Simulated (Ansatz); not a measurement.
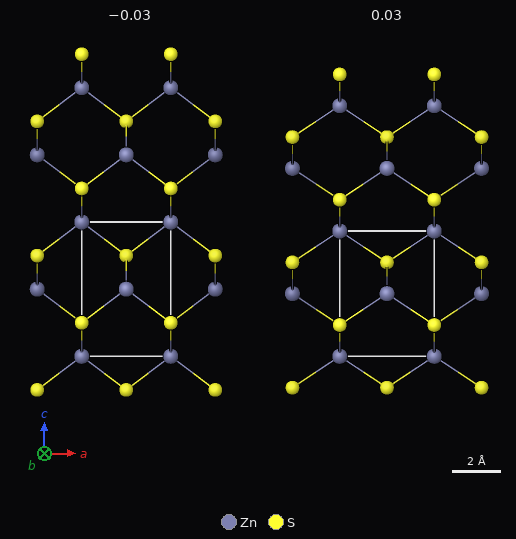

A crystal of ZnS (set up in F-43m), under biaxial strain in the a–b plane (c relaxed, atoms fixed by symmetry), with energies (extrapolated to zero smearing) counted from the relaxed crystal, which is the row at zero; the cubic crystal is set up in a tetragonal cell with a = a(cubic)/√2 and c = a(cubic). The picture shows the first and the last member. A ball-and-stick model of the cell of the calculation, repeated 1 × 1 × 2 with one cell outlined, seen along the b axis.

Computed with Ansatz 0.2.0: DFT PBE, scalar-relativistic, plane waves, PAW. Set-up: plane-wave cutoff 420 eV; k-point mesh 8 × 8 × 6; occupations gaussian; smearing width 0.02 eV; no spin polarisation; force threshold 0.008 eV/Å.

```csv
strain,energy (meV/atom),a (Å),c (Å),band gap (eV)
−0.03,10.83,3.733,5.630,2.03
−0.02,4.76,3.771,5.568,2.03
−0.01,?,?,?,?
0.0,0.00,3.848,5.442,2.02
0.01,1.04,3.887,5.382,1.93
0.02,4.16,3.925,5.318,1.85
0.03,9.26,3.964,5.252,1.78
```

Question: Estimate the missing row from the others, and compare with the calculation.

Answer: A parabola through three neighbouring rows (−0.03, −0.02, 0.0) gives, with Lagrange weights, (−0.3333)(10.83) + (1.0000)(4.76) + (0.3333)(0.00) = 1.15 meV/atom. The calculation gives 1.20 meV/atom (a = 3.810 Å, c = 5.507 Å). The estimate is 0.05 meV/atom too low. For the gap a parabola through the rows −0.03, −0.02, 0.0 gives 2.03 eV, and the calculation 2.03 eV (semilocal gaps, lower than measured ones as a rule). From the first member to the last: S–Zn 2.338 → 2.377 Å.

The whole series:

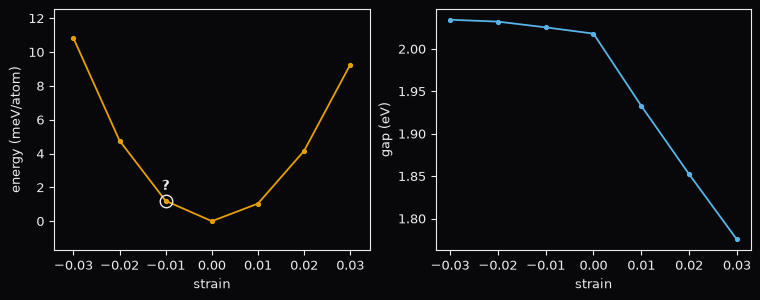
